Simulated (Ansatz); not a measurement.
**Ta: geometry relaxation**

The run: geometry relaxation of Ta (Im-3m, 1 atom in the cell). Method and program: DFT PBE, scalar-relativistic, plane waves, PAW, no spin polarisation (Ansatz 0.2.0).

The structure derives from an entry of the Crystallography Open Database. Figures and captions count atoms from 1; the log counts them from 0 in places.

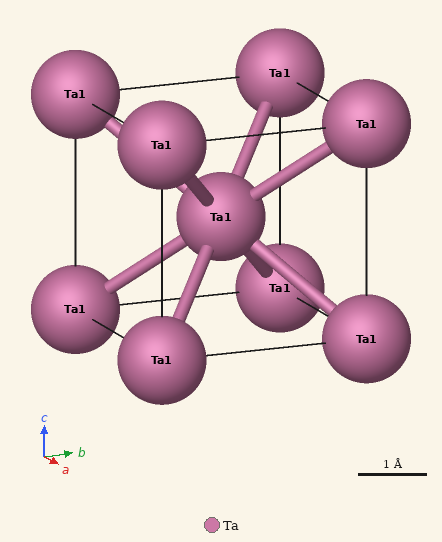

*The input geometry (ball-and-stick view of the cell 2 times as large as that of the calculation, set on its symmetry axes, seen slightly off an axis; atoms are numbered from 1 in the order of the input).*

Near neighbours in the crystal (not all of them lie inside the picture): Ta has 8 Ta at 2.86 Å.

### Key numbers

| quantity | value |
| --- | --- |
| outcome | converged |
| space group (tolerance 0.01 Å) | Im-3m (229) |
| electrons treated | 13 |
| free energy | −9932.2544 eV |
| Fermi energy | 18.344 eV |
| gap on the k-point mesh | none (metallic) |
| pressure | 0.00 GPa |
| final volume | 18.28 Å³ |
| largest force (length of the vector) at the end | under 0.001 eV/Å |
| final cell | a = 2.874 Å, b = 2.874 Å, c = 2.874 Å, α = 109.47°, β = 109.47°, γ = 109.47° |
| hardware | 1 thread of Intel Xeon (Granite Rapids), 64 GiB of memory available, shared host |
| wall time | 6.3 s |
| peak memory | 0.39 GiB |

### Notes

Spin–orbit coupling is left out, which matters for Ta.

### Input
```yaml
crystal:
  lattice:
    - [-1.65128, 1.65128, 1.65128]
    - [1.65128, -1.65128, 1.65128]
    - [1.65128, 1.65128, -1.65128]
  atoms:
    - { symbol: Ta, position: [0.0, 0.0, 0.0] }
basis:
  ecutwfc: 420
kpoints:
  mp_grid: { grid: [18, 18, 18] }
hamiltonian:
  xc: pbe
scf:
  occupations: { method: gaussian, width: 0.1 }
output:
  forces: true
  stress: true
  eigenvalues: true
relax:
  adjacent_minimum: "off"
  f_tol: 0.005
  max_steps: 80
  cell: { stress_tol: 0.05 }
```

Command:
```bash
ansatz run input.yaml --threads 1 --pin off --max-ram 2560MiB --backend cpu --events-out ev --progress --plain --runs-dir out
```

### Output
```
Engine: ansatz 0.2.0, x86_64-unknown-linux-gnu
Pseudopotentials: kind: paw
Pseudopotential: Ta, paw, valence charge 13, recommended cutoff 420 eV (normal), Ta.paw.azcp
Functional definition: PBE
  parameter kappa = 0.804
  parameter beta = 0.06672455060314922
  exchange = pbe_x(kappa = kappa, mu = beta*pi^2/3)
  correlation = pbe_c(beta = beta)
Crystal: 1 atoms, lattice volume = 18.010 Å³
Basis set: ecut = 420 eV, 369 PW (Γ), exchange–correlation on 40×40×40 points (8 copies of the dense FFT grid, shifted against one another)
Bands: 11, of which v1, the nominal top of the filled ones, is band 7 counted from 1 (6 counted from 0)
Symmetry: 48 space group operations
Space group: Im-3m (ITA 229), of the structure as read, at distance tolerance 2.6e-5 Å
k-points: 195 of 5832
Non-local potential: Ta, projectors of the file, l = 0: 3, l = 1: 2, l = 2: 2, l = 3: 1
PAW form: soft (Blöchl's): semilocal exchange-correlation on the pseudo side does not see the compensation charge
PAW one-centre angular grid: Ta, 590 points (default); XC on 64 Gauss nodes
Initial density: superposition of atomic densities (neutral atoms: chi_scale 0, normalization atom), corrected by the library's trained network
Initial wavefunctions: pseudopotential atomic-orbital guess
Functional: x = pbe(κ = 0.804, μ = 0.2195149727645171), c = pbe(β = 0.06672455060314922)
SCF iter   1: F=—  HF=-9932.252058 eV  |F-HF|=—  |Δ(HF+E_count)|=         —  Δρ=2.10e-3  dr2=2.08e-4  ethr=1.77e-3  ⟨swp⟩=5.1  Hψ=12028  notcnv=0
preconditioner: auto → none  [metal: Δε(μ)=0.020 eV  Ē_g=8.312 eV  σ=0.100 eV  W_gap=0.11  n_scr=0 (ndim 8)  ℏωp=19.6 eV  f_vac=0.000  D(μ)=1.21/eV (n_scr^D=12)]
SCF iter   2: F=—  HF=-9932.251930 eV  |F-HF|=—  |Δ(HF+E_count)|=   1.28e-4  Δρ=9.87e-4  dr2=4.66e-5  ethr=1.60e-6  ⟨swp⟩=2.2  Hψ=4733  notcnv=0
SCF iter   3: F=—  HF=-9932.252002 eV  |F-HF|=—  |Δ(HF+E_count)|=   7.18e-5  Δρ=1.52e-4  dr2=9.64e-7  ethr=3.58e-7  ⟨swp⟩=2.0  Hψ=2553  notcnv=0
iter 4 did not close the SCF: its close was put off for the readings that it lacked (scf_convergence_deferred on its scf_iter line)
SCF iter   4: F=-9932.252003 eV  HF=-9932.252003 eV  |F-HF|=2.11e-8  |Δ(HF+E_count)|=   8.45e-7  Δρ=3.21e-5  dr2=5.27e-8  ethr=7.41e-9  ⟨swp⟩=2.0  Hψ=3251  notcnv=0
iter 5 did not close the SCF: its close was put off for the readings that it lacked (scf_convergence_deferred on its scf_iter line)
SCF iter   5: F=-9932.252003 eV  HF=-9932.252003 eV  |F-HF|=1.40e-9  |Δ(HF+E_count)|=   1.66e-8  Δρ=8.18e-6  dr2=3.14e-9  ethr=4.05e-10  ⟨swp⟩=1.4  Hψ=2249  notcnv=0
SCF iter   6: F=-9932.252003 eV  HF=-9932.252003 eV  |F-HF|=5.46e-12  |Δ(HF+E_count)|=   1.08e-9  Δρ=4.69e-7  dr2=1.54e-11  ethr=2.42e-11  ⟨swp⟩=2.9  Hψ=7054  notcnv=0
SCF 1 converged in 6 iterations: F = -9932.252003 eV  dr2 = 1.54e-11
  greatest PAW one-centre occupation: 0.999 electrons in one spin orbital (limit 2), on the Ta atom at site 0 (counted from 0), in its partial waves of l = 0
relax step   1: F+E_penalty+E_count = -9932.25200288 eV  Δ(F+E_penalty+E_count) = +0.000e0 eV  max|allowed force component| = 0.000e0 eV/Å  Δτ_max = 0.0000 Å  P = +2.934 GPa  Ω = 18.010 Å³  (6 SCF iters, dr2 threshold 1.00e-7 eV, accepted)
Crystal: 1 atoms, lattice volume = 19.074 Å³
Initial density: handed on by an earlier stage of this run
Initial wavefunctions: those handed on with the density
iter 1 solved again at ethr=3.82e-6 eV; its pass at ethr=3.10e-3 eV (dr2=4.97e-4 eV) is discarded
SCF iter   1: F=—  HF=-9932.234208 eV  |F-HF|=—  |Δ(HF+E_count)|=         —  Δρ=1.73e-3  dr2=4.11e-4  ethr=3.82e-6  ⟨swp⟩=2.7  Hψ=16221  notcnv=0
preconditioner: auto → none  [metal: Δε(μ)=0.042 eV  Ē_g=7.858 eV  σ=0.100 eV  W_gap=0.23  n_scr=0 (ndim 8)  ℏωp=19.0 eV  f_vac=0.000  D(μ)=1.28/eV (n_scr^D=12)]
SCF iter   2: F=—  HF=-9932.234234 eV  |F-HF|=—  |Δ(HF+E_count)|=   2.61e-5  Δρ=6.32e-4  dr2=2.40e-5  ethr=3.16e-6  ⟨swp⟩=2.5  Hψ=2944  notcnv=0
SCF iter   3: F=—  HF=-9932.234285 eV  |F-HF|=—  |Δ(HF+E_count)|=   5.14e-5  Δρ=1.69e-4  dr2=1.37e-6  ethr=1.84e-7  ⟨swp⟩=2.1  Hψ=2628  notcnv=0
SCF iter   4: F=-9932.234290 eV  HF=-9932.234290 eV  |F-HF|=5.38e-9  |Δ(HF+E_count)|=   4.81e-6  Δρ=7.42e-6  dr2=1.03e-8  ethr=7.69e-10  ⟨swp⟩=6.4  Hψ=10695  notcnv=0
SCF 2 converged in 4 iterations: F = -9932.234290 eV  dr2 = 1.03e-8
relax step   2: F+E_penalty+E_count = -9932.23429018 eV  Δ(F+E_penalty+E_count) = +1.771e-2 eV  max|allowed force component| = 0.000e0 eV/Å  Δτ_max = 0.0000 Å  P = -7.682 GPa  Ω = 19.074 Å³  energy of the carried Pulay correction = -3.659e-4 eV  (4 SCF iters, dr2 threshold 1.00e-7 eV, rejected (line search))
Crystal: 1 atoms, lattice volume = 18.292 Å³
iter 1 solved again at ethr=1.88e-6 eV; its pass at ethr=3.10e-3 eV (dr2=2.44e-4 eV) is discarded
SCF iter   1: F=—  HF=-9932.254259 eV  |F-HF|=—  |Δ(HF+E_count)|=         —  Δρ=1.25e-3  dr2=1.94e-4  ethr=1.88e-6  ⟨swp⟩=2.2  Hψ=15624  notcnv=0
preconditioner: auto → none  [metal: Δε(μ)=0.024 eV  Ē_g=8.180 eV  σ=0.100 eV  W_gap=0.14  n_scr=0 (ndim 8)  ℏωp=19.4 eV  f_vac=0.000  D(μ)=1.22/eV (n_scr^D=12)]
SCF iter   2: F=—  HF=-9932.254278 eV  |F-HF|=—  |Δ(HF+E_count)|=   1.87e-5  Δρ=4.64e-4  dr2=1.25e-5  ethr=1.49e-6  ⟨swp⟩=2.4  Hψ=2909  notcnv=0
SCF iter   3: F=—  HF=-9932.254306 eV  |F-HF|=—  |Δ(HF+E_count)|=   2.86e-5  Δρ=1.15e-4  dr2=5.84e-7  ethr=9.59e-8  ⟨swp⟩=2.0  Hψ=2581  notcnv=0
SCF iter   4: F=—  HF=-9932.254309 eV  |F-HF|=—  |Δ(HF+E_count)|=   2.90e-6  Δρ=4.16e-6  dr2=2.60e-9  ethr=4.49e-9  ⟨swp⟩=2.8  Hψ=3350  notcnv=0
SCF iter   5: F=—  HF=-9932.254309 eV  |F-HF|=—  |Δ(HF+E_count)|=  3.31e-10  Δρ=4.29e-7  dr2=1.23e-11  ethr=2.00e-11  ⟨swp⟩=2.8  Hψ=3173  notcnv=0
SCF iter   6: F=-9932.254309 eV  HF=-9932.254309 eV  |F-HF|=7.28e-12  |Δ(HF+E_count)|=  1.27e-11  Δρ=2.01e-8  dr2=2.38e-14  ethr=1.00e-12  ⟨swp⟩=5.0  Hψ=7256  notcnv=0
SCF 3 converged in 6 iterations: F = -9932.254309 eV  dr2 = 2.38e-14
relax step   3: F+E_penalty+E_count = -9932.25430930 eV  Δ(F+E_penalty+E_count) = -2.306e-3 eV  max|allowed force component| = 0.000e0 eV/Å  Δτ_max = 0.0000 Å  P = -0.163 GPa  Ω = 18.292 Å³  energy of the carried Pulay correction = -9.907e-5 eV  (6 SCF iters, accepted)
Crystal: 1 atoms, lattice volume = 18.277 Å³
iter 1 solved again at ethr=1.36e-9 eV; its pass at ethr=3.10e-3 eV (dr2=1.77e-7 eV) is discarded
SCF iter   1: F=—  HF=-9932.254319 eV  |F-HF|=—  |Δ(HF+E_count)|=         —  Δρ=2.49e-5  dr2=7.98e-8  ethr=1.36e-9  ⟨swp⟩=2.6  Hψ=14618  notcnv=0
preconditioner: auto → none  [metal: Δε(μ)=0.022 eV  Ē_g=8.191 eV  σ=0.100 eV  W_gap=0.12  n_scr=0 (ndim 8)  ℏωp=19.4 eV  f_vac=0.000  D(μ)=1.22/eV (n_scr^D=12)]
SCF iter   2: F=-9932.254322 eV  HF=-9932.254322 eV  |F-HF|=1.10e-8  |Δ(HF+E_count)|=   2.93e-6  Δρ=9.40e-6  dr2=5.60e-9  ethr=5.14e-10  ⟨swp⟩=2.4  Hψ=7289  notcnv=0
SCF 4 converged in 2 iterations: F = -9932.254322 eV  dr2 = 5.60e-9
relax step   4: F+E_penalty+E_count = -9932.25432242 eV  Δ(F+E_penalty+E_count) = -1.311e-5 eV  max|allowed force component| = 0.000e0 eV/Å  Δτ_max = 0.0000 Å  P = -0.003 GPa  Ω = 18.277 Å³  energy of the carried Pulay correction = -9.381e-5 eV  (2 SCF iters, dr2 threshold 6.68e-8 eV, accepted)
Initial wavefunctions: pseudopotential atomic-orbital guess (no wavefunctions were taken with the density)
iter 1 solved again at ethr=5.94e-8 eV; its pass at ethr=3.10e-3 eV (dr2=7.73e-6 eV) is discarded
SCF iter   1: F=—  HF=-9932.254377 eV  |F-HF|=—  |Δ(HF+E_count)|=         —  Δρ=3.55e-4  dr2=4.99e-7  ethr=5.94e-8  ⟨swp⟩=3.1  Hψ=17886  notcnv=0
preconditioner: auto → none  [metal: Δε(μ)=0.022 eV  Ē_g=8.192 eV  σ=0.100 eV  W_gap=0.12  n_scr=0 (ndim 8)  ℏωp=19.4 eV  f_vac=0.000  D(μ)=1.22/eV (n_scr^D=12)]
SCF iter   2: F=—  HF=-9932.254410 eV  |F-HF|=—  |Δ(HF+E_count)|=   3.38e-5  Δρ=1.77e-4  dr2=1.24e-7  ethr=3.84e-9  ⟨swp⟩=1.0  Hψ=2145  notcnv=0
SCF iter   3: F=—  HF=-9932.254421 eV  |F-HF|=—  |Δ(HF+E_count)|=   1.05e-5  Δρ=9.43e-7  dr2=1.18e-10  ethr=9.54e-10  ⟨swp⟩=1.0  Hψ=2145  notcnv=0
SCF iter   4: F=-9932.254421 eV  HF=-9932.254421 eV  |F-HF|=1.82e-12  |Δ(HF+E_count)|=  6.73e-11  Δρ=2.22e-7  dr2=2.63e-12  ethr=1.00e-12  ⟨swp⟩=6.8  Hψ=10162  notcnv=0
SCF 5 converged in 4 iterations: F = -9932.254421 eV  dr2 = 2.63e-12
relax step   5: F+E_penalty+E_count = -9932.25442099 eV  Δ(F+E_penalty+E_count) = -9.857e-5 eV  max|allowed force component| = 0.000e0 eV/Å  Δτ_max = 0.0000 Å  P = +0.003 GPa  Ω = 18.277 Å³  stress off target by 3.41e-3 GPa  SCF on the basis re-selected at this cell (its energy is not comparable with the rows above)  (4 SCF iters)
```

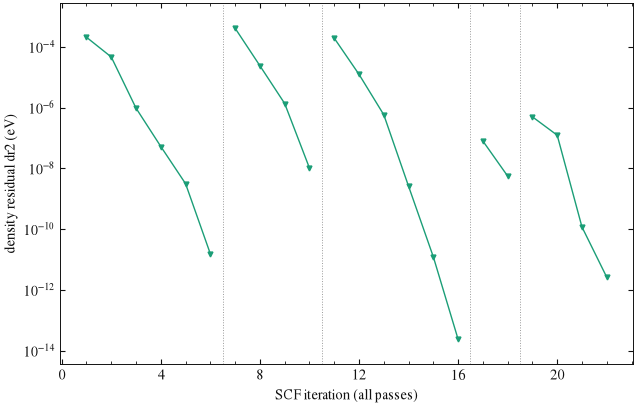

*Convergence of the self-consistent field: density residual dr2 against the SCF iteration. The dotted lines part the SCF passes of the relaxation: geometry steps, rejected trials and re-solves on a re-selected basis.*

The 5 passes take 2 to 6 iterations each, 22 in all.

```
basis re-selected at this cell: Δ(F+E_penalty+E_count) = -9.857e-5 eV, ΔP = +0.006 GPa vs the last step (what re-selecting the basis moved, of the pressure what is left beyond the Pulay correction that the steps carried, after the strain that the cell walked since its last selection, with what the two solves' SCF thresholds leave and, on support functions, any second-order correction that the steps lacked; it is no measure of the basis error at this ecutwfc). This SCF's stress stands 3.41e-3 GPa from its target on what of the cell is left free (relax.cell.stress_tol is 5.00e-2 GPa) and its largest allowed force component is 0.00e0 eV/Å (relax.f_tol is 5.00e-3 eV/Å): within both
SCF converged after 4 iterations
Free energy (F): -9932.254421 eV
Harris-Foulkes:  -9932.254421 eV  (|F-HF|=1.82e-12)
Internal energy: -9932.248337 eV  (E = F + TS)
E sigma→0 (E₀):  -9932.251379 eV
Entropy (-TS):   -0.006084 eV (-6.084 meV/atom)
Fermi energy:    18.343534 eV
--- Per-component energies (eV) ---
  E_band       = -107.453953
  E_kinetic    = 365.633582
  E_local      = -555.852801  (includes V_loc(G=0)·N_el)
  E_nonlocal   = 14.740562
  E_hartree    = 192.435840
  E_xc         = -218.348985
  E_vxc        = -203.901602  (∫ρ·V_xc dr)
  E_paw        = -8396.602101  (= ΣΔE_a)
  E_vpaw       = -112.945476  (= ΣTr[D̂ρ^β])
  E_aug_tail   = 0.000133  (compensation charges beyond the density's cutoff)
  E_ewald      = -1334.254569
  E_smearing   = -0.006084  (= −TS)
  E_closure    = 0.000000  (closes the sum)
  Σ components = -9932.254421   (vs F -9932.254421, Δ=0.00e0)
--- Forces (eV/Å), atoms counted from 1 ---
  atom   1  Ta    -0.00000000    -0.00000000     0.00000000
  max |Σ_I F_I| component: 4.62e-32 eV/Å
--- Stress (GPa, compression-positive) ---
        0.003406       0.000000      -0.000000
       -0.000000       0.003406      -0.000000
       -0.000000       0.000000       0.003406
  P = ⅓ Tr σ = 0.0034 GPa (0.034 kbar)
--- Band table (eV; the first three rows and the last of 195) ---
  k-point 0: bands = ["-48.7773", "-14.7453", "-14.7453", "-14.7453", "10.4895", "19.0684", "19.0684", "19.0684", "22.2914", "22.2914", "32.8943"]
  k-point 1: bands = ["-48.7740", "-14.7819", "-14.7567", "-14.7455", "10.6247", "18.9798", "19.0436", "19.2013", "22.1450", "22.2915", "33.0167"]
  k-point 2: bands = ["-48.7646", "-14.8863", "-14.7892", "-14.7460", "11.0170", "18.7356", "18.9385", "19.5958", "21.8380", "22.2994", "33.3258"]
  k-point 194: bands = ["-48.5876", "-15.5290", "-15.5290", "-15.5290", "14.6147", "14.6147", "25.0569", "25.0569", "25.0569", "26.8112", "26.8112"]
--- Relaxed structure (4 steps of the walk, 3 accepted, 1 SCFs on fresh bases) ---
  F+E_penalty+E_count = -9932.25442099 eV   max|allowed force component| = 0.000e0 eV/Å   (the final SCF, on the basis selected at the relaxed cell)
  cell:  # Å, volume = 18.2772 Å³
    - [-1.659394820238584, 1.659394820238584, 1.659394820238584]
    - [1.659394820238584, -1.659394820238584, 1.659394820238584]
    - [1.659394820238584, 1.659394820238584, -1.659394820238584]
  atoms:
    - { symbol: Ta, position: [0.0, 0.0, 0.0] }
```

### Trajectory as extended XYZ (Å, eV, eV/Å), 5 frames, from step=1 to step=5
```
1
Lattice="-1.6513 1.6513 1.6513 1.6513 -1.6513 1.6513 1.6513 1.6513 -1.6513" Properties=species:S:1:pos:R:3:forces:R:3 step=1 energy=-9932.25200 pressure_GPa=2.93
Ta    0.0000    0.0000    0.0000    0.0000   0.0000   0.0000
1
Lattice="-1.6832 1.6832 1.6832 1.6832 -1.6832 1.6832 1.6832 1.6832 -1.6832" Properties=species:S:1:pos:R:3:forces:R:3 step=2 energy=-9932.23429 pressure_GPa=-7.68 accepted=F
Ta    0.0000    0.0000    0.0000    0.0000   0.0000   0.0000
1
Lattice="-1.6599 1.6599 1.6599 1.6599 -1.6599 1.6599 1.6599 1.6599 -1.6599" Properties=species:S:1:pos:R:3:forces:R:3 step=3 energy=-9932.25431 pressure_GPa=-0.16
Ta    0.0000    0.0000    0.0000    0.0000   0.0000   0.0000
1
Lattice="-1.6594 1.6594 1.6594 1.6594 -1.6594 1.6594 1.6594 1.6594 -1.6594" Properties=species:S:1:pos:R:3:forces:R:3 step=4 energy=-9932.25432 pressure_GPa=-0.00
Ta    0.0000    0.0000    0.0000    0.0000   0.0000   0.0000
1
Lattice="-1.6594 1.6594 1.6594 1.6594 -1.6594 1.6594 1.6594 1.6594 -1.6594" Properties=species:S:1:pos:R:3:forces:R:3 step=5 energy=-9932.25442 pressure_GPa=0.00
Ta    0.0000    0.0000    0.0000    0.0000   0.0000   0.0000
```

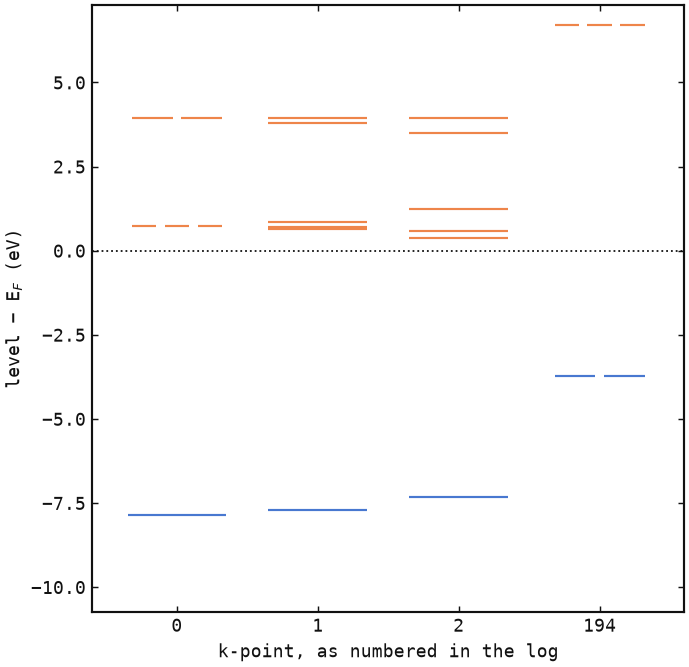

*Kohn–Sham levels near the Fermi level (dotted) at the few k-points that the log prints; levels within 0.02 eV of each other stand side by side.*

The system is metallic on the full mesh.
